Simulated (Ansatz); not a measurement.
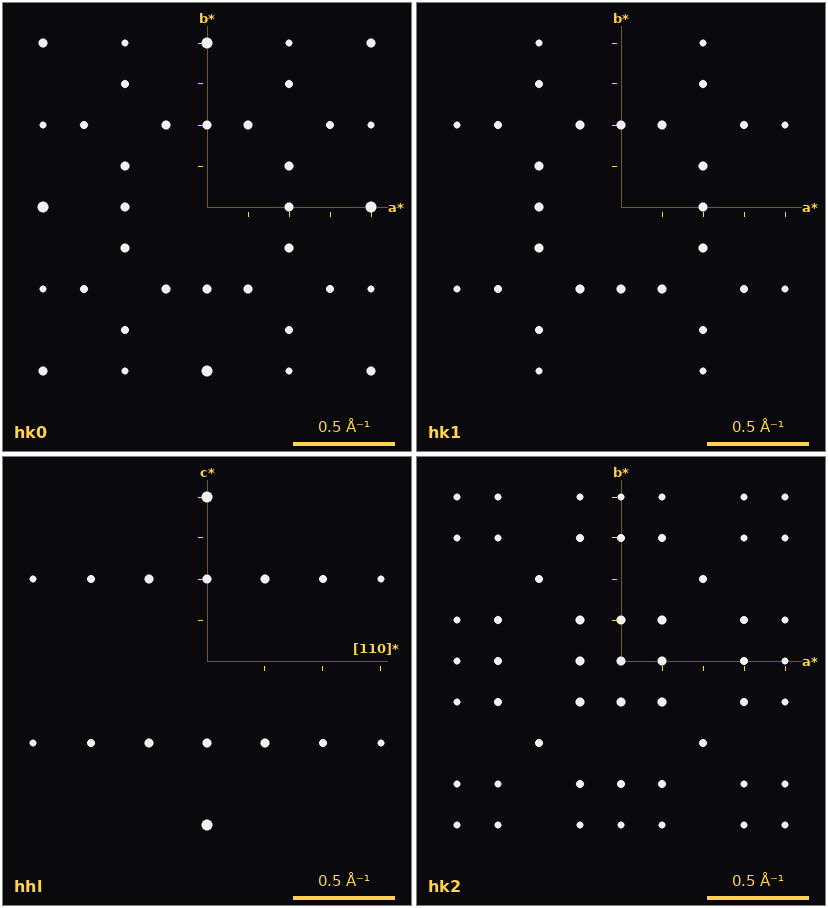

Simulated precession-type sections (X-rays; kinematic intensities, B = 0.5 Å²). The ticks mark integer indices of the conventional cell.

Question: Read the reciprocal cell and give the direct cell.

Answer: a* = 0.203, b* = 0.203, c* = 0.203 Å⁻¹; the cell is cubic with a = 4.92 Å.

Question: List the systematic absences.

Answer: Reflections are present only under these conditions. hkl: no condition; hk0: no condition; hhl: l = 2n; h00: h = 2n. The lattice is primitive (P). Further gaps, such as 0 4 1, 4 0 1, 1 4 0, come from atoms on special positions, not from the group's general conditions. A few very weak reflections are below the display threshold.

Question: Which space groups fit?

Answer: The intensities have Laue symmetry m-3m (the hk0 layer shows 4mm, hk1 shows 4mm). With these conditions the candidates are P-43n (No. 218), Pm-3n (No. 223). Diffraction geometry alone does not choose among them; the structure has Pm-3n. The compound is Ru. Structure: the geometry relaxed with DFT, BLYP, plane waves (420 eV) with PAW, scalar-relativistic in Ansatz 0.2.0; the starting structure was generated, so it need not be a known form of this composition.
